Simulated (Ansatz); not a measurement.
Single-point calculation, with input and output: CoO

System: CoO (4 atoms in the cell).
Method: DFT r2SCAN, scalar-relativistic, plane waves, PAW, no spin polarisation (Ansatz 0.2.0).

The structure was built on a prototype by a generator; it need not be a known phase. It belongs to a series of runs on one base structure; here: volume nm: 0.92 V/V0.

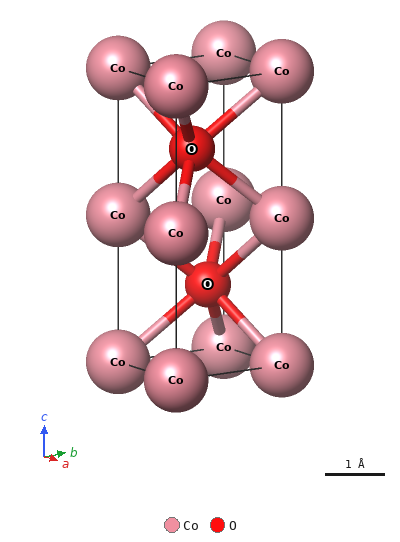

Figure 1. The structure as given in the input (ball-and-stick view of the cell of the calculation, seen slightly off an axis). An atom can appear more than once, as a periodic image.

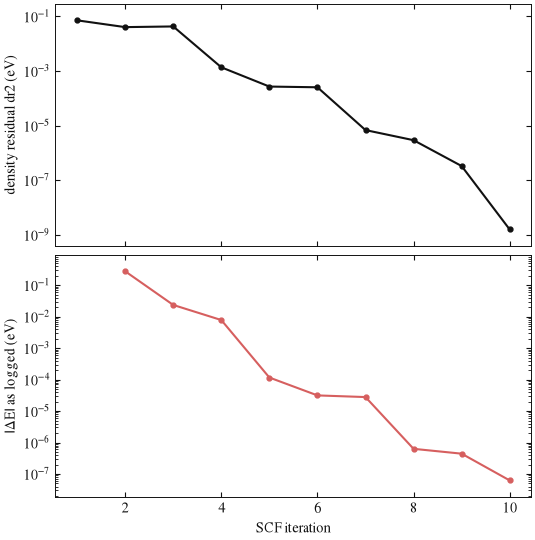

Figure 2. Convergence of the self-consistent field: density residual dr2 and size of the energy change against the SCF iteration. The residual falls almost steadily, with no more than small rises.

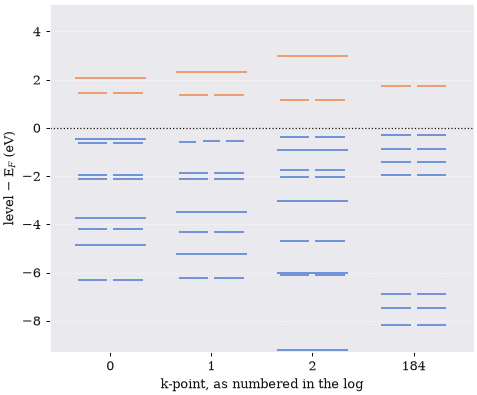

Figure 3. Kohn–Sham levels near the Fermi level (dotted) at the few k-points that the log prints; levels within 0.02 eV of each other stand side by side. The system is metallic on the full mesh.

The input and output of the run follow.

## Input file
```yaml
crystal:
  lattice:
    - [2.8124637417, 0.0, 0.0]
    - [-1.4062318708, 2.4356650476, 0.0]
    - [0.0, 0.0, 5.0182079781]
  atoms:
    - { symbol: Co, position: [0.0, 0.0, 0.0] }
    - { symbol: Co, position: [0.0, 0.0, 0.5] }
    - { symbol: O, position: [0.3333333333, 0.6666666667, 0.25] }
    - { symbol: O, position: [0.6666666667, 0.3333333333, 0.75] }
basis:
  ecutwfc: 500
kpoints:
  mp_grid: { grid: [18, 18, 8] }
hamiltonian:
  xc: r2scan
scf:
  occupations: { method: gaussian, width: 0.1 }
  lower_state_search: "off"
output:
  forces: true
  stress: true
  eigenvalues: true
```

Launched with:
```bash
ansatz run input.yaml --threads 1 --pin off --max-ram 2560MiB --backend cpu --events-out ev --progress --plain --runs-dir out
```

## Log
```
Engine: ansatz 0.2.0, x86_64-unknown-linux-gnu
Pseudopotentials: kind: paw
Pseudopotential: Co, paw, valence charge 17, recommended cutoff 500 eV (meta_gga), Co.paw.azcp
Pseudopotential: O, paw, valence charge 6, recommended cutoff 500 eV (meta_gga), O.paw.azcp
Functional definition: r2SCAN
  parameter k0 = 0.174
  parameter k1 = 0.065
  parameter a1 = 4.9479
  exchange = r2scan_x(k0 = k0, k1 = k1, a1 = a1)
  correlation = r2scan_c
Crystal: 4 atoms, lattice volume = 34.376 Å³
Basis set: ecut = 500 eV, 859 PW (Γ), exchange–correlation on 96×96×160 points (64 copies of the dense FFT grid, shifted against one another)
Bands: 28, of which v1, the nominal top of the filled ones, is band 23 counted from 1 (22 counted from 0)
Symmetry: 24 space group operations
Space group: P63/mmc (ITA 194), of the structure as read, at distance tolerance 3.3e-5 Å
k-points: 185 of 2592
Non-local potential: Co, projectors of the file, l = 0: 3, l = 1: 2, l = 2: 3, l = 3: 1
Non-local potential: O, projectors of the file, l = 0: 2, l = 1: 2, l = 2: 1
PAW form: soft (Blöchl's): semilocal exchange-correlation on the pseudo side does not see the compensation charge
PAW frozen core: Co, regenerated for the run's functional (the file was generated under x = pbe(κ = 0.804, μ = 0.2195149727645171), c = pbe(β = 0.06672455060314922))
PAW frozen core: O, regenerated for the run's functional (the file was generated under x = pbe(κ = 0.804, μ = 0.2195149727645171), c = pbe(β = 0.06672455060314922))
PAW one-centre angular grid: Co, 590 points (default); XC on 160 Gauss nodes
PAW one-centre angular grid: O, 302 points (default); XC on 160 Gauss nodes
Initial density: superposition of atomic densities (neutral atoms: chi_scale 0, normalization atom), corrected by the library's trained network
Initial wavefunctions: pseudopotential atomic-orbital guess
Functional: x = r2scan, c = r2scan; τ floored in thin density (d = 2e-4 eV/Å³)
SCF iter   1: F=-11397.162092 eV  HF=-11396.893460 eV  |F-HF|=2.69e-1  |Δ(HF+E_count)|=         —  Δρ=3.02e-2  dr2=7.20e-2  dr2_τ=2.87e-1  ethr=1.77e-3  ⟨swp⟩=5.4  Hψ=18621  notcnv=0
preconditioner: auto → Kerker (q_TF=auto, 2.864 Å⁻¹)  [metal: Δε(μ)=0.003 eV  Ē_g=9.721 eV  σ=0.100 eV  W_gap=0.02  n_scr=10 (ndim 8)  ℏωp=34.7 eV  f_vac=0.000  D(μ)=4.06/eV (n_scr^D=54)]
SCF iter   2: F=-11397.175418 eV  HF=-11397.169579 eV  |F-HF|=5.84e-3  |Δ(HF+E_count)|=   2.76e-1  Δρ=1.94e-2  dr2=4.06e-2  dr2_τ=3.65e-3  ethr=1.56e-4  ⟨swp⟩=2.0  Hψ=11081  notcnv=0  defer=19
SCF iter   3: F=-11397.152036 eV  HF=-11397.193041 eV  |F-HF|=4.10e-2  |Δ(HF+E_count)|=   2.35e-2  Δρ=1.39e-2  dr2=4.30e-2  dr2_τ=6.37e-3  ethr=8.84e-5  ⟨swp⟩=2.0  Hψ=9582  notcnv=0  defer=19
SCF iter   4: F=-11397.184768 eV  HF=-11397.185251 eV  |F-HF|=4.84e-4  |Δ(HF+E_count)|=   7.79e-3  Δρ=3.36e-3  dr2=1.37e-3  dr2_τ=2.38e-4  ethr=8.84e-5  ⟨swp⟩=2.6  Hψ=9459  notcnv=0  defer=19
SCF iter   5: F=-11397.185283 eV  HF=-11397.185367 eV  |F-HF|=8.45e-5  |Δ(HF+E_count)|=   1.16e-4  Δρ=1.06e-3  dr2=2.70e-4  dr2_τ=3.91e-5  ethr=2.97e-6  ⟨swp⟩=2.1  Hψ=9568  notcnv=0  defer=19
SCF iter   6: F=-11397.185231 eV  HF=-11397.185399 eV  |F-HF|=1.68e-4  |Δ(HF+E_count)|=   3.14e-5  Δρ=9.10e-4  dr2=2.54e-4  dr2_τ=1.11e-5  ethr=5.87e-7  ⟨swp⟩=2.1  Hψ=7524  notcnv=0  defer=19
SCF iter   7: F=-11397.185370 eV  HF=-11397.185371 eV  |F-HF|=7.40e-7  |Δ(HF+E_count)|=   2.78e-5  Δρ=1.89e-4  dr2=6.87e-6  dr2_τ=1.01e-7  ethr=5.53e-7  ⟨swp⟩=2.2  Hψ=7787  notcnv=0  defer=19
SCF iter   8: F=-11397.185370 eV  HF=-11397.185372 eV  |F-HF|=1.59e-6  |Δ(HF+E_count)|=   6.30e-7  Δρ=1.13e-4  dr2=2.93e-6  dr2_τ=9.78e-8  ethr=1.49e-8  ⟨swp⟩=2.1  Hψ=7703  notcnv=0  defer=19
SCF iter   9: F=-11397.185371 eV  HF=-11397.185371 eV  |F-HF|=2.27e-7  |Δ(HF+E_count)|=   4.42e-7  Δρ=3.35e-5  dr2=3.31e-7  dr2_τ=2.68e-8  ethr=6.36e-9  ⟨swp⟩=2.1  Hψ=7469  notcnv=0  defer=19
SCF iter  10: F=-11397.185371 eV  HF=-11397.185371 eV  |F-HF|=5.46e-11  |Δ(HF+E_count)|=   6.24e-8  Δρ=2.86e-6  dr2=1.57e-9  dr2_τ=5.63e-10  ethr=2.17e-10  ⟨swp⟩=5.7  Hψ=21416  notcnv=0
SCF 1 converged in 10 iterations: F = -11397.185371 eV  dr2 = 1.57e-9
  greatest PAW one-centre occupation: 1.004 electrons in one spin orbital (limit 2), on the Co atom at site 1 (counted from 0), in its partial waves of l = 1
SCF converged after 10 iterations
Free energy (F): -11397.185371 eV
Harris-Foulkes:  -11397.185371 eV  (|F-HF|=5.46e-11)
Internal energy: -11397.165638 eV  (E = F + TS)
E sigma→0 (E₀):  -11397.175504 eV
Entropy (-TS):   -0.019733 eV (-4.933 meV/atom)
Fermi energy:    16.295282 eV
--- Per-component energies (eV) ---
  E_band       = -561.472091
  E_kinetic    = 1250.990648
  E_local      = -6615.679270  (includes V_loc(G=0)·N_el)
  E_nonlocal   = 1035.717288
  E_hartree    = 2747.167945
  E_xc         = -456.606775
  E_vxc        = -661.262894  (∫ρ·V_xc dr)
  E_paw        = -3379.101020  (= ΣΔE_a)
  E_vpaw       = -1106.657315  (= ΣTr[D̂ρ^β])
  E_aug_tail   = 0.001940  (compensation charges beyond the density's cutoff)
  E_vtau       = 41.084612  (kinetic-family band-sum trace: ∫τ·v_τ [+ j·A + Jᵃ·Aᵃ] dr)
  E_ewald      = -5979.002099
  E_core_change = -0.654294  (= ΣΔE_core)
  E_smearing   = -0.019733  (= −TS)
  E_closure    = -0.000000  (closes the sum)
  Σ components = -11397.185371   (vs F -11397.185371, Δ=0.00e0)
--- Forces (eV/Å), atoms counted from 1 ---
  atom   1  Co     0.00000000    -0.00000000     0.00000000
  atom   2  Co    -0.00000000     0.00000000     0.00000000
  atom   3  O     -0.00000000    -0.00000000     0.00000000
  atom   4  O      0.00000000     0.00000000    -0.00000000
  max |Σ_I F_I| component: 3.70e-17 eV/Å
--- Stress (GPa, compression-positive) ---
       -5.688249       0.000000       0.000000
        0.000000      -5.688249       0.000000
        0.000000       0.000000      -6.041574
  P = ⅓ Tr σ = -5.8060 GPa (-58.060 kbar)
--- Band table (eV; the first three rows and the last of 185) ---
  k-point 0: bands = ["-82.2782", "-82.2612", "-44.3662", "-44.1952", "-44.1189", "-44.1189", "-44.1032", "-44.1032", "-6.6499", "-5.4228", "6.5353", "9.9957", "9.9957", "11.4429", "12.1181", "12.1181", "12.5566", "14.1550", "14.1550", "14.3437", "14.3437", "15.6823", "15.6823", "15.8538", "17.7221", "17.7221", "18.3822", "22.8888"]
  k-point 1: bands = ["-82.2776", "-82.2619", "-44.3598", "-44.2018", "-44.1183", "-44.1183", "-44.1038", "-44.1038", "-6.6092", "-5.4772", "6.6742", "10.0487", "10.0487", "11.0482", "11.9675", "11.9675", "12.8134", "14.1811", "14.1811", "14.4266", "14.4266", "15.7209", "15.7372", "15.7372", "17.6512", "17.6512", "18.6235", "22.7957"]
  k-point 2: bands = ["-82.2757", "-82.2637", "-44.3414", "-44.2204", "-44.1166", "-44.1166", "-44.1055", "-44.1055", "-6.4911", "-5.6278", "7.0757", "10.2057", "10.2057", "10.2610", "11.6126", "11.6126", "13.2624", "14.2548", "14.2548", "14.5462", "14.5462", "15.3604", "15.9374", "15.9374", "17.4449", "17.4449", "19.2623", "22.4655"]
  k-point 184: bands = ["-82.2620", "-82.2620", "-44.2685", "-44.2685", "-44.1611", "-44.1611", "-44.1603", "-44.1603", "-5.0235", "-5.0235", "8.1164", "8.1164", "8.8048", "8.8048", "9.4229", "9.4229", "14.3384", "14.3384", "14.8948", "14.8948", "15.4172", "15.4172", "15.9990", "15.9990", "18.0345", "18.0345", "25.4722", "25.4722"]
```

## Results in brief

```csv
quantity,value
outcome,converged
space group (tolerance 0.01 Å),P6₃/mmc (194)
electrons treated,46
free energy,−11397.1854 eV
Fermi energy,16.295 eV
gap on the k-point mesh,none (metallic)
pressure,−5.81 GPa
largest force (length of the vector),under 0.001 eV/Å
hardware,"1 thread of Intel Xeon @ 2.50GHz (Skylake/Cascade Lake), 192 GiB of memory available, shared host"
wall time,28 s
peak memory,0.6 GiB
```

## Notes

The run has no spin polarisation, so a magnetic state may lie lower. The cell is under a tension of 5.8 GPa at this level, so it is not at its equilibrium volume.
